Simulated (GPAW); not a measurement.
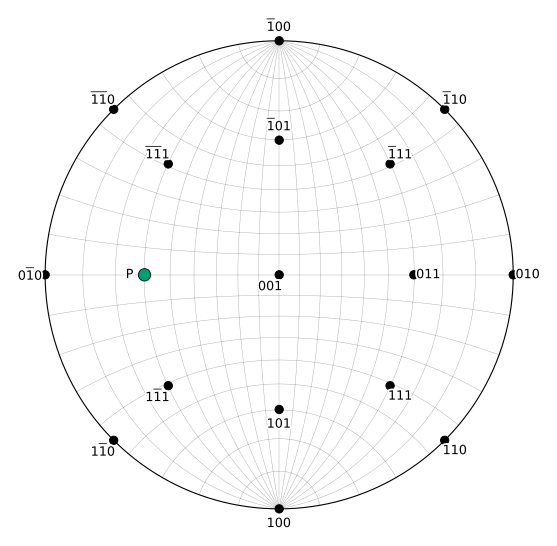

Stereographic projection of plane normals (upper hemisphere) centred on (0 0 1). Crystal: Sb, a cell listed in the Materials Project, as set up for an electronic-structure calculation. All values are computed from the atomic coordinates in the standard setting (tolerance 0.002 Å).

a = 3.153 Å, b = 3.153 Å, c = 5.424 Å, α = 90.00°, β = 90.00°, γ = 90.00°.

> Index the pole marked P.

P is (0 −1 1), 59.8° from the centre.

> What is the angle between the normals of (−1 0 0) and (1 −1 1), and what are their d_hkl = 1/|g|?

130.8°; d = 3.153 Å and 2.062 Å.
